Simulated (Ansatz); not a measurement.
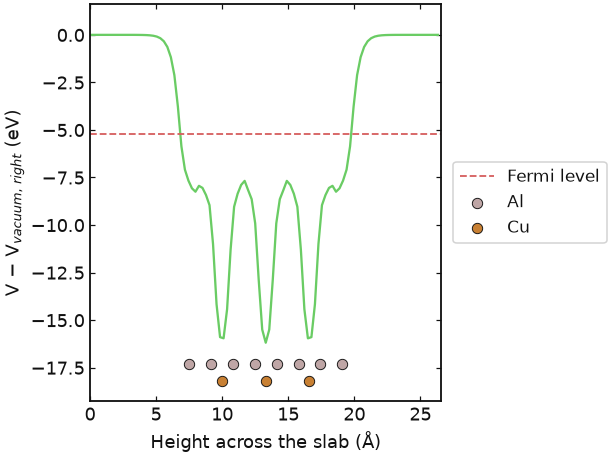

Plane-averaged electrostatic potential energy of an electron across the slab; circles at the bottom mark the heights of the atoms.

Input of the run:

```
crystal:
  lattice:
    - [4.0546238323, 0.0, 0.0]
    - [2.027220712, 3.5114598967, 0.0]
    - [0.0, 0.0, 26.5871396044]
  atoms:
    - { symbol: Al, position: [1.49961e-05, 1.49961e-05, 0.2820912709] }
    - { symbol: Al, position: [0.6666916602, 0.6666916602, 0.3443509078] }
    - { symbol: Cu, position: [2.99922e-05, 2.99922e-05, 0.3754807262] }
    - { symbol: Al, position: [0.3333683243, 0.3333683243, 0.4066105447] }
    - { symbol: Al, position: [4.49884e-05, 4.49884e-05, 0.4688701816] }
    - { symbol: Cu, position: [0.3333833204, 0.3333833204, 0.5] }
    - { symbol: Al, position: [0.6667216525, 0.6667216525, 0.5311298184] }
    - { symbol: Al, position: [0.3333983165, 0.3333983165, 0.5933894553] }
    - { symbol: Cu, position: [0.6667366486, 0.6667366486, 0.6245192738] }
    - { symbol: Al, position: [7.49806e-05, 7.49806e-05, 0.6556490922] }
    - { symbol: Al, position: [0.6667516447, 0.6667516447, 0.7179087291] }
basis:
  ecutwfc: 500
kpoints:
  mp_grid: { grid: [1, 9, 1] }
hamiltonian:
  xc: r2scan
scf:
  occupations: { method: gaussian, width: 0.1 }
output:
  forces: true
  stress: true
  eigenvalues: true
efield:
  axis: 3
  dipole_correction: true
  ramp_width: 0.04
```

Run as:
```bash
ansatz run input.yaml --threads 1 --pin off --max-ram 2560MiB --backend cpu --events-out ev --progress --plain --runs-dir out
```

> What is the work function?

The work function is 5.19 eV, the same on both faces. The two vacuum levels agree, so the slab has no net dipole along its normal.

> How thick are slab and vacuum?

The outermost atoms are 11.6 Å apart, which leaves 15.0 Å of vacuum in a cell 26.6 Å high.

The atoms aren't at rest in this cell (largest force 1.0 eV/Å), so the relaxed material can differ.
